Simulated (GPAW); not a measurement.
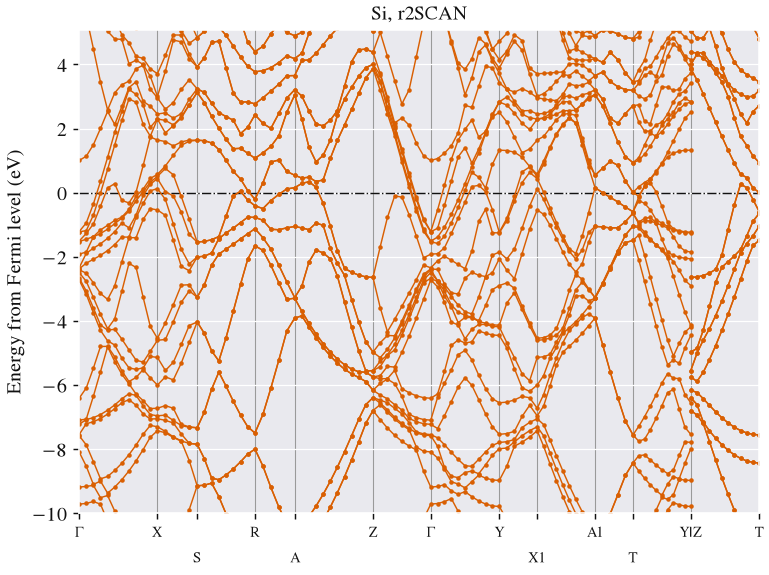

Band structure. Energies are counted from the Fermi level.

The material is Si, space group Cmce, 8 atoms in the primitive cell; a = 5.08 Å, b = 5.08 Å, c = 5.18 Å, α = 90.00°, β = 90.00°, γ = 61.00°.

GPAW 26.7.0; r2SCAN, GPAW PAW data sets (gpaw-data 1.2.1), no spin polarisation, no spin-orbit coupling, 5×5×4 k mesh, 600 eV cutoff, Fermi-Dirac smearing of 0.05 eV.

**Is there a gap at the Fermi level?**

A metal: bands cross the Fermi level along this path.

**Which levels at X lie nearest to the Fermi level?**

At X the nearest levels lie 0.54 eV below and 0.13 eV above the Fermi level.

The PAW data sets were made with another functional. The k mesh is thin for a metal, so its Fermi level is uncertain. This isn't the form of Si at room conditions, which is diamond. Bands are joined in order of energy, so crossings between the computed points show as kinks or gaps. In reduced coordinates of the cell that was run, X is (0.337, −0.337, 0), S is (0, −0.5, 0), R is (0, −0.5, −0.5), A is (0.337, −0.337, −0.5), Z is (0, 0, −0.5), Y is (−0.5, −0.5, 0), X1 is (−0.337, −0.663, 0), A1 is (−0.337, −0.663, −0.5) and T is (−0.5, −0.5, −0.5).
